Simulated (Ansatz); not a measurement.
# Ta: single-point calculation

The run: single-point calculation of Ta (Fm-3m, 1 atom in the cell). Method and program: DFT PBE, scalar-relativistic, plane waves, PAW, PAW set soft_1, no spin polarisation (Ansatz 0.2.0).

The structure derives from an entry of the Crystallography Open Database. Figures and captions count atoms from 1; the log counts them from 0 in places.

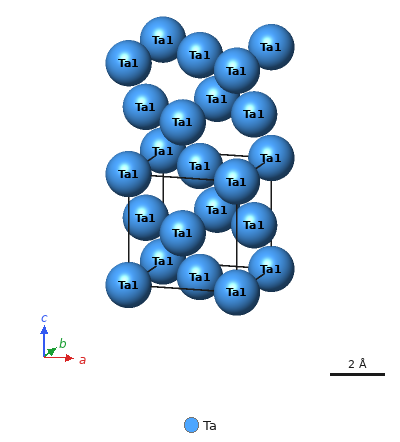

The input geometry (spheres-only view of the cell 4 times as large as that of the calculation, set on its symmetry axes, repeated 1 × 1 × 2, seen slightly off an axis; atoms are numbered from 1 in the order of the input).

### Summary

| quantity | value |
| --- | --- |
| outcome | converged |
| space group (tolerance 0.01 Å) | Fm-3m (225) |
| electrons treated | 13 |
| free energy | −9932.9838 eV |
| Fermi energy | 17.972 eV |
| gap on the k-point mesh | none (metallic) |
| pressure | 1.84 GPa |
| largest force (length of the vector) | under 0.001 eV/Å |
| hardware | 4 threads of Intel Xeon @ 2.50GHz (Skylake/Cascade Lake), 64 GiB of memory available, shared host |
| peak memory | 0.32 GiB |

### Remarks

Spin–orbit coupling is left out, which matters for Ta.

### Input
```yaml
crystal:
  lattice:
    - [0.0, 2.11, 2.11]
    - [2.11, 0.0, 2.11]
    - [2.11, 2.11, 0.0]
  atoms:
    - { symbol: Ta, position: [0.0, 0.0, 0.0] }
basis:
  ecutwfc: 420
kpoints:
  mp_grid: { grid: [8, 8, 8] }
hamiltonian:
  xc: pbe
  pseudopotentials: { kind: paw, azcp: { folder: soft_1 } }
scf:
  occupations: { method: gaussian, width: 0.1 }
output:
  forces: true
  stress: true
  eigenvalues: true
```

Launched with:
```bash
ansatz run input.yaml --threads 4 --pin off --max-ram 12288MiB --backend cpu --events-out ev --progress --plain --runs-dir out
```

### What the program printed
```
Engine: ansatz 0.2.0, x86_64-unknown-linux-gnu
Pseudopotentials: kind: paw
Pseudopotential: Ta, paw, valence charge 13, recommended cutoff 420 eV (normal), [file]
Functional definition: PBE
  parameter kappa = 0.804
  parameter beta = 0.06672455060314922
  exchange = pbe_x(kappa = kappa, mu = beta*pi^2/3)
  correlation = pbe_c(beta = beta)
Crystal: 1 atoms, lattice volume = 18.788 Å³
Basis set: ecut = 420 eV, 339 PW (Γ), exchange–correlation on 40×40×40 points (8 copies of the dense FFT grid, shifted against one another)
Bands: 11, of which v1, the nominal top of the filled ones, is band 7 counted from 1 (6 counted from 0)
Symmetry: 48 space group operations
Space group: Fm-3m (ITA 225), of the structure as read, at distance tolerance 2.7e-5 Å
k-points: 29 of 512
Non-local potential: Ta, projectors of the file, l = 0: 3, l = 1: 2, l = 2: 2, l = 3: 1
PAW form: soft (Blöchl's): semilocal exchange-correlation on the pseudo side does not see the compensation charge
PAW one-centre angular grid: Ta, 590 points (default); XC on 64 Gauss nodes
Initial density: superposition of atomic densities (chi_scale 0.1, normalization cell)
Initial wavefunctions: pseudopotential atomic-orbital guess
Functional: x = pbe(κ = 0.804, μ = 0.2195149727645171), c = pbe(β = 0.06672455060314922)
SCF iter   1: F=—  HF=-9933.126982 eV  |F-HF|=—  |Δ(HF+E_count)|=         —  Δρ=4.78e-2  dr2=4.28e-1  ethr=3.10e-3  ⟨swp⟩=4.9  Hψ=1645  notcnv=0
preconditioner: auto → none  [metal: Δε(μ)=0.182 eV  Ē_g=8.003 eV  σ=0.100 eV  W_gap=0.50  n_scr=0 (ndim 8)  ℏωp=19.2 eV  f_vac=0.000  D(μ)=1.91/eV (n_scr^D=26)]
SCF iter   2: F=—  HF=-9932.988068 eV  |F-HF|=—  |Δ(HF+E_count)|=   1.39e-1  Δρ=1.86e-2  dr2=3.79e-2  ethr=3.10e-3  ⟨swp⟩=2.7  Hψ=742  notcnv=0  defer=12
SCF iter   3: F=—  HF=-9932.983635 eV  |F-HF|=—  |Δ(HF+E_count)|=   4.43e-3  Δρ=4.72e-3  dr2=1.68e-3  ethr=2.91e-4  ⟨swp⟩=2.7  Hψ=471  notcnv=0  defer=12
SCF iter   4: F=—  HF=-9932.983771 eV  |F-HF|=—  |Δ(HF+E_count)|=   1.35e-4  Δρ=2.51e-4  dr2=3.32e-6  ethr=1.29e-5  ⟨swp⟩=1.0  Hψ=307  notcnv=0  defer=12
SCF iter   5: F=—  HF=-9932.983769 eV  |F-HF|=—  |Δ(HF+E_count)|=   2.08e-6  Δρ=3.35e-5  dr2=1.03e-7  ethr=7.69e-10  ⟨swp⟩=7.9  Hψ=1677  notcnv=0
SCF iter   6: F=-9932.983769 eV  HF=-9932.983769 eV  |F-HF|=8.00e-11  |Δ(HF+E_count)|=   4.45e-8  Δρ=2.49e-6  dr2=2.91e-10  ethr=7.69e-10  ⟨swp⟩=3.8  Hψ=851  notcnv=0
SCF 1 converged in 6 iterations: F = -9932.983769 eV  dr2 = 2.91e-10
  greatest PAW one-centre occupation: 0.999 electrons in one spin orbital (limit 2), on the Ta atom at site 0 (counted from 0), in its partial waves of l = 0
```

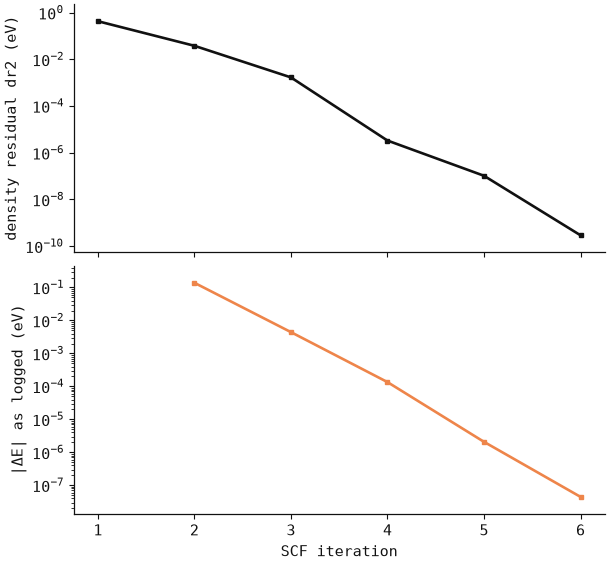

Convergence of the self-consistent field: density residual dr2 and size of the energy change against the SCF iteration. The residual falls at every step.

```
SCF converged after 6 iterations
Free energy (F): -9932.983769 eV
Harris-Foulkes:  -9932.983769 eV  (|F-HF|=8.00e-11)
Internal energy: -9932.973064 eV  (E = F + TS)
E sigma→0 (E₀):  -9932.978416 eV
Entropy (-TS):   -0.010705 eV (-10.705 meV/atom)
Fermi energy:    17.971503 eV
--- Per-component energies (eV) ---
  E_band       = -116.986149
  E_kinetic    = 391.591645
  E_local      = -570.975087  (includes V_loc(G=0)·N_el)
  E_nonlocal   = -11.001543
  E_hartree    = 204.629385
  E_xc         = -320.648485
  E_vxc        = -232.815650  (∫ρ·V_xc dr)
  E_paw        = -8304.596838  (= ΣΔE_a)
  E_vpaw       = -103.044275  (= ΣTr[D̂ρ^β])
  E_aug_tail   = 0.000093  (compensation charges beyond the density's cutoff)
  E_ewald      = -1321.972233
  E_smearing   = -0.010705  (= −TS)
  E_closure    = -0.000000  (closes the sum)
  Σ components = -9932.983769   (vs F -9932.983769, Δ=0.00e0)
--- Forces (eV/Å), atoms counted from 1 ---
  atom   1  Ta     0.00000000     0.00000000    -0.00000000
  max |Σ_I F_I| component: 2.79e-31 eV/Å
--- Stress (GPa, compression-positive) ---
        1.837710       0.000000       0.000000
       -0.000000       1.837710      -0.000000
        0.000000       0.000000       1.837710
  P = ⅓ Tr σ = 1.8377 GPa (18.377 kbar)
--- Band table (eV; the first three rows and the last of 29) ---
  k-point 0: bands = ["-49.6127", "-15.5908", "-15.5908", "-15.5908", "9.8719", "18.4366", "18.4366", "18.4366", "21.4337", "21.4337", "30.1045"]
  k-point 1: bands = ["-49.5999", "-15.7490", "-15.6110", "-15.6110", "10.4786", "17.9556", "18.6971", "18.6971", "21.2055", "21.2055", "31.2543"]
  k-point 2: bands = ["-49.5688", "-16.1170", "-15.6593", "-15.6593", "11.9545", "17.2958", "18.8390", "18.8390", "21.4785", "21.4785", "30.2502"]
  k-point 28: bands = ["-49.4955", "-16.2574", "-16.2574", "-15.9726", "15.2318", "16.8301", "16.8301", "19.9563", "24.4685", "27.7428", "28.2342"]
```

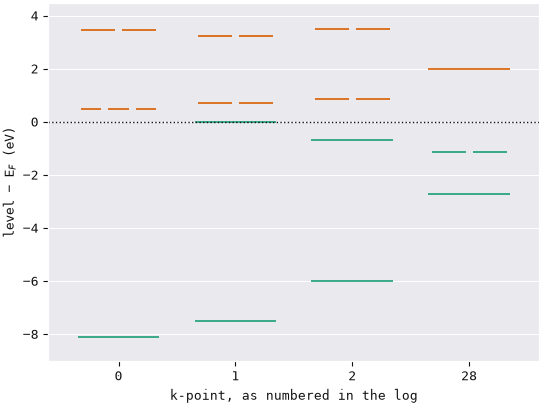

Kohn–Sham levels near the Fermi level (dotted) at the few k-points that the log prints; levels within 0.02 eV of each other stand side by side. The system is metallic on the full mesh.
